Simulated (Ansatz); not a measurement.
## Electronic structure of Fe₃Co₂ in real space

Input

```
crystal:
  lattice:
    - [2.5086239373, 0.0, 0.0]
    - [-1.2543119687, 2.1725320583, 0.0]
    - [0.0, 0.0, 21.2624474825]
  atoms:
    - { symbol: Fe, position: [0.3333333333, 0.6666666667, 0.75], spin: 2.88 }
    - { symbol: Fe, position: [0.3333333333, 0.6666666667, 0.1472361282], spin: 2.88 }
    - { symbol: Fe, position: [0.3333333333, 0.6666666667, 0.3527638718], spin: 2.88 }
    - { symbol: Fe, position: [0.6666666667, 0.3333333333, 0.8527638718], spin: 2.88 }
    - { symbol: Fe, position: [0.6666666667, 0.3333333333, 0.25], spin: 2.88 }
    - { symbol: Fe, position: [0.6666666667, 0.3333333333, 0.6472361282], spin: 2.88 }
    - { symbol: Co, position: [0.3333333333, 0.6666666667, 0.953050288], spin: 1.92 }
    - { symbol: Co, position: [0.3333333333, 0.6666666667, 0.546949712], spin: 1.92 }
    - { symbol: Co, position: [0.6666666667, 0.3333333333, 0.046949712], spin: 1.92 }
    - { symbol: Co, position: [0.6666666667, 0.3333333333, 0.453050288], spin: 1.92 }
basis:
  ecutwfc: 420
kpoints:
  mp_grid: { grid: [18, 18, 2] }
hamiltonian:
  xc: pbe
scf:
  occupations: { method: gaussian, width: 0.1 }
output:
  forces: true
  stress: true
  eigenvalues: true
  populations: true
  write_density: true
  write_potential: true
  elf: true
  volumetric_format: npy
magnetization:
  spin_polarized: true
relax:
  adjacent_minimum: "off"
  f_tol: 0.01
  max_steps: 80
  cell: { stress_tol: 0.05 }
```

Run with:

```sh
ansatz run input.yaml --threads 1 --pin off --max-ram 2560MiB --backend cpu --events-out ev --progress --plain --runs-dir out
```

Below, planes, directions and counts refer to the conventional cell (a = 2.50 Å, b = 2.50 Å, c = 21.24 Å, α = 90.00°, β = 90.00°, γ = 120.00°).

The fields are those of the run's last geometry, not of the input's.

Space group P6₃/mmc; a structure generated by program, which may or may not match a known phase; spin-polarised.

These are results of DFT PBE, scalar-relativistic, plane waves, PAW (Ansatz), not measurements.

Core electrons are frozen (PAW), and the valence fields are smoothed inside the atomic spheres.

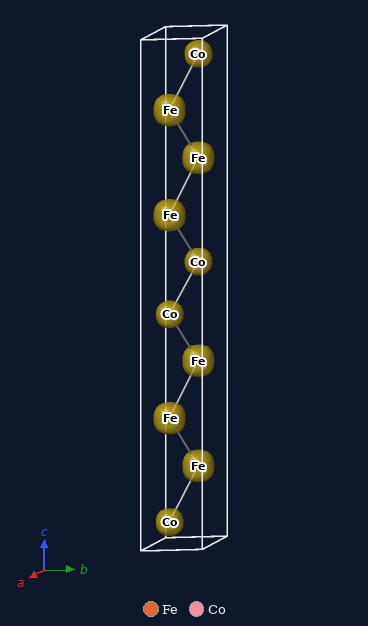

Figure 1. Isosurface of the spin density (up minus down) at +0.5 e/Å³ (yellow), seen slightly off an axis. Sticks mark near contacts.

Where is the spin, and how is it ordered?

Answer. The spin density sits on Fe: +2.5 μB (×6); Co: +1.7 μB (×4) in one cell of 10 atoms: parallel main moments (a ferromagnetic arrangement) in this solution. The cell of the calculation (10 atoms) carries 21.6 μB of net spin moment.

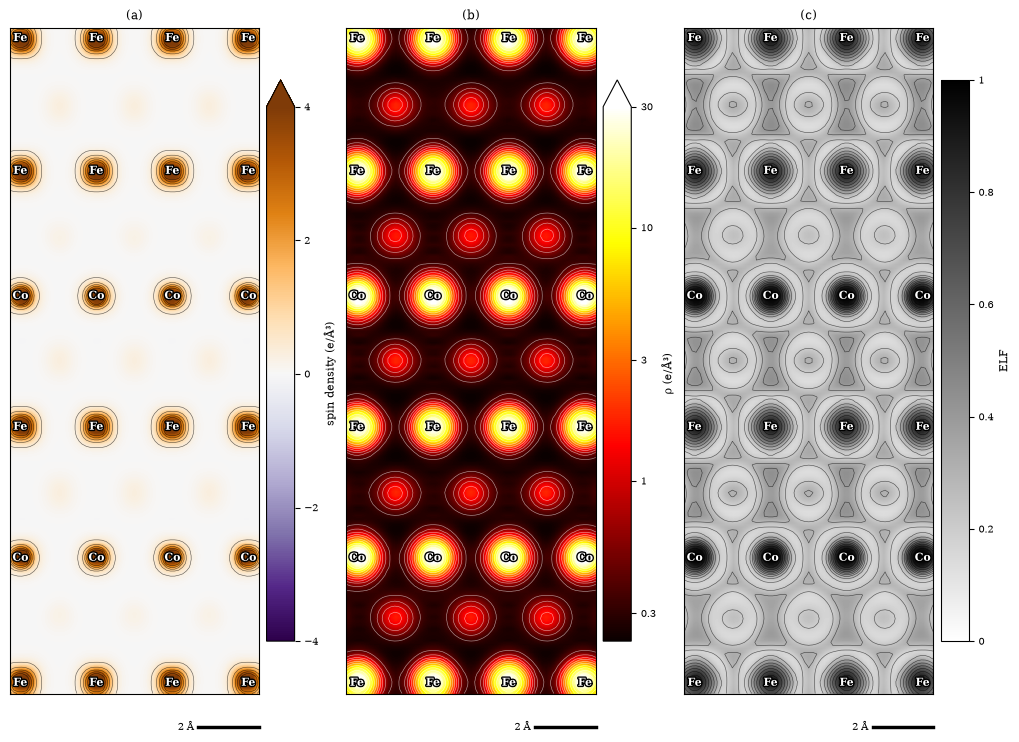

Figure 2. (a) spin density (up minus down); (b) valence charge density (pseudo); (c) electron localisation function on the (100) plane of the conventional cell.

What does the map show?

Answer.
- The section cuts through Fe and Co sites.
- Atoms just off the plane (Fe, 0.7 Å away and Co, 0.7 Å away) can leave unmarked features too.
- Fe–Fe (2.50 Å): ρ is about 0.33 e/Å³ halfway; the ELF is about 0.25 at the midpoint (no shared electron pair shows on this line).
- Co–Co (2.50 Å): ρ is about 0.35 e/Å³ halfway; the ELF is about 0.25 at the midpoint; no shared electron pair shows on this line.
- Between the atoms the lowest density in this plane is 0.23 e/Å³.
- The features right at Fe and Co lie inside the PAW spheres, where the map follows smoothed inner orbitals and isn't to be read closely.

Metal or insulator at this level of theory?

Answer. It is metallic or semimetallic at this level of theory: no gap opens.
